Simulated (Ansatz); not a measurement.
Given this structure, the geometry relaxed with DFT, PBE, plane waves (420 eV) with PAW, scalar-relativistic in Ansatz; the starting structure was generated, so it need not be a known form of this composition, written in its standard cell:

```cif
data_structure
_symmetry_space_group_name_H-M 'P6/mmm'
_symmetry_Int_Tables_number 191
_cell_length_a 4.1262
_cell_length_b 4.1262
_cell_length_c 2.4784
_cell_angle_alpha 90.000
_cell_angle_beta 90.000
_cell_angle_gamma 120.000
_cell_volume 36.54
loop_
_atom_site_label
_atom_site_type_symbol
_atom_site_symmetry_multiplicity
_atom_site_Wyckoff_symbol
_atom_site_fract_x
_atom_site_fract_y
_atom_site_fract_z
_atom_site_occupancy
Cu1 Cu 1 a 0.00000 0.00000 0.00000 1
Cu2 Cu 2 d 0.33333 0.66667 0.50000 1
```

### What does the kinematic electron diffraction pattern along [100] look like at 200 kV (B = 0.5 Å²)?

The spots form a rectangular net whose two shortest vectors correspond to d = 3.57 Å and 2.48 Å, 90.0° apart. They are 0 1 0 (itself too weak to see) and 0 0 1. The pattern has symmetry 2mm. Reflections such as 0 1 0, 0 2 0, 0 1 -2 are allowed but too weak to see at this display level.

Strongest reflections with d > 0.88 Å, one of each family (|F|² from tabulated Gaussian fits of the electron scattering factors, times a small damping for the curvature of the Ewald sphere):

```json
{"hkl": "0 1 1", "d (Å)": "2.037", "I (strongest = 100)": "100"}
{"hkl": "0 0 2", "d (Å)": "1.239", "I (strongest = 100)": "86"}
{"hkl": "0 3 0", "d (Å)": "1.191", "I (strongest = 100)": "78"}
{"hkl": "0 2 1", "d (Å)": "1.449", "I (strongest = 100)": "54"}
{"hkl": "0 0 1", "d (Å)": "2.478", "I (strongest = 100)": "33"}
{"hkl": "0 3 1", "d (Å)": "1.074", "I (strongest = 100)": "7"}
```

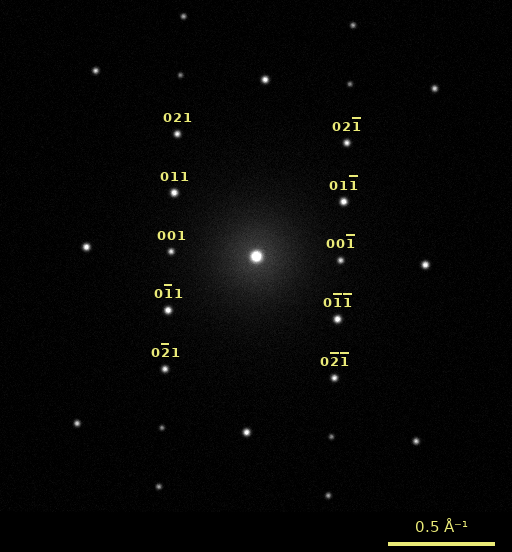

Calculated pattern, seen from the source side with [100] pointing towards the source.
